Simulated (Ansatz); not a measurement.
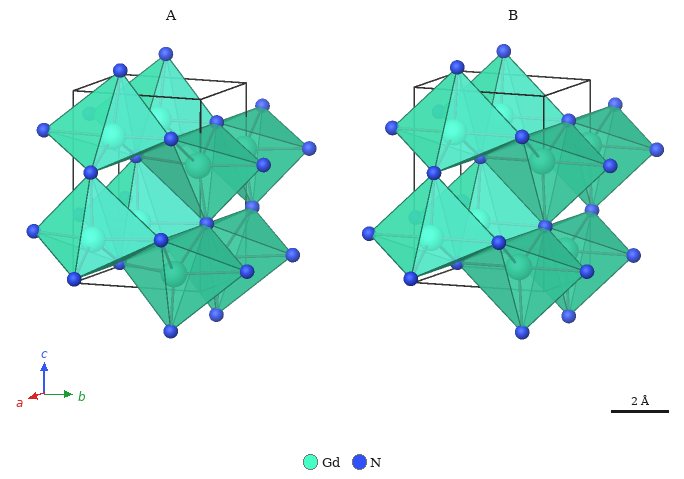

Two geometries of solid GdN (a generated structure, set up in P1) (coarse preliminary run), drawn at one scale. One is the start of a relaxation, the other its converged end. Style: polyhedral. Shown: the cell of the calculation, repeated 2 × 1 × 1 with one cell outlined, slightly off an axis.

All numbers below come from Ansatz 0.2.0, DFT PBE, scalar-relativistic, plane waves, PAW. (plane-wave cutoff 420 eV; k-point mesh 4 × 4 × 2; occupations gaussian; smearing width 0.1 eV; collinear spin; cell and atoms relaxed; force threshold 0.025 eV/Å; at most 60 steps)

### Which one is relaxed?

Structure B is the relaxed one. An N atom moves most relative to the cell: 0.30 Å roughly along [−1 2 0]. Largest moves by element: N 0.30 Å, Gd 0.23 Å. The drawn cell changes as follows: a 4.071 → 4.058 Å (−0.3 %), b 4.990 → 5.065 Å (+1.5 %), c 6.932 → 7.044 Å (+1.6 %), α 89.8° → 90.0°, β 90.3° → 90.0°, γ 88.8° → 90.0°; the volume changes by +2.8 %. Near-neighbour distances that change, for instance: Gd–N 2.285 → 2.659 Å, Gd–N 2.705 → 2.406 Å, Gd–N 2.061 → 2.348 Å, Gd–Gd 3.186 → 3.450 Å. Bond angles that change, for instance: N–Gd–N 104.1° → 119.5°, Gd–N–Gd 104.1° → 119.5°, Gd–N–Gd 165.3° → 179.9°. The space group (tolerance 0.01 Å) goes from P1 (No. 1) to Cmc2_1 (No. 36). Over 6 accepted moves (7 points after the start) the energy falls by 1.583 eV per cell of the calculation. The largest force component goes from 3.9 to 0.0047 eV/Å. The pressure goes from 8.28 to 0.18 GPa. The SCF was repeated once at an unchanged geometry on a basis and grid sized afresh for the cell, which shifted the energy by 8.0 meV per cell of the calculation at most.
